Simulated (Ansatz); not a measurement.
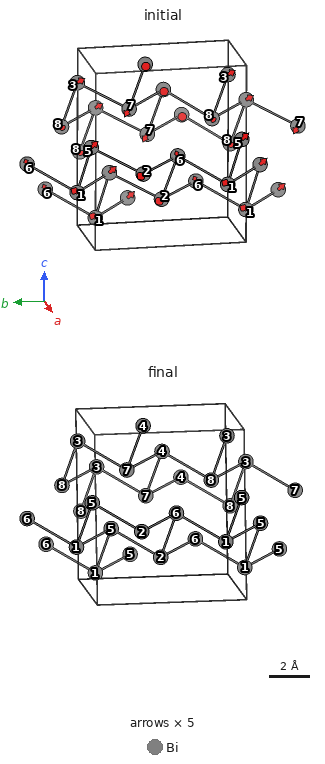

The structure of a crystal of Bi (a generated structure, set up in P1) (coarse preliminary run) before (top) and after (bottom) a relaxation, at one scale. The red arrows give the displacements (the part carried along by the change of the cell is left out), magnified 5 times.

A ball-and-stick model of the cell of the calculation, seen from a free direction.

All numbers below come from DFT PBE, scalar-relativistic, plane waves, PAW (Ansatz 0.2.0). (plane-wave cutoff 420 eV; k-point mesh 6 × 4 × 4; occupations gaussian; smearing width 0.2 eV; no spin polarisation; cell and atoms relaxed; force threshold 0.025 eV/Å; at most 60 steps)

Question: Describe what moved and what it gained.

Answer: The run was cut off at its time limit before the relaxation converged, so the last structure is only a point on the way. After 2 geometry steps the energy has fallen by 0.194 eV per cell of the calculation. Largest force component: 0.88 eV/Å at the start, 0.15 eV/Å at the end. Pressure: 0.89 GPa at the start and 0.71 GPa at the end. The atom that moves furthest relative to the cell is Bi4 (0.18 Å roughly along [−3 −1 −1]). The volume changes by −1.8 %, with a 4.417 → 4.536 Å (+2.7 %), b 7.867 → 7.798 Å (−0.9 %), c 9.485 → 9.159 Å (−3.4 %), α 89.4° → 87.3°, β 89.2° → 89.0°, γ 89.9° → 90.1°. Near-neighbour distances that change, for instance: Bi2–Bi6 2.919 → 3.048 Å, Bi3–Bi8 2.942 → 3.054 Å, Bi4–Bi7 2.947 → 3.056 Å, Bi2–Bi5 3.181 → 3.099 Å. Bond angles that change, for instance: Bi7–Bi4–Bi8 90.5° → 94.4°, Bi5–Bi1–Bi6 91.2° → 94.1°, Bi5–Bi2–Bi6 97.0° → 94.1°. The space group stays P1 (No. 1). Cost: 9.4 min on 1 thread of Arm Neoverse V1, on a shared host, peak memory 1 GiB.
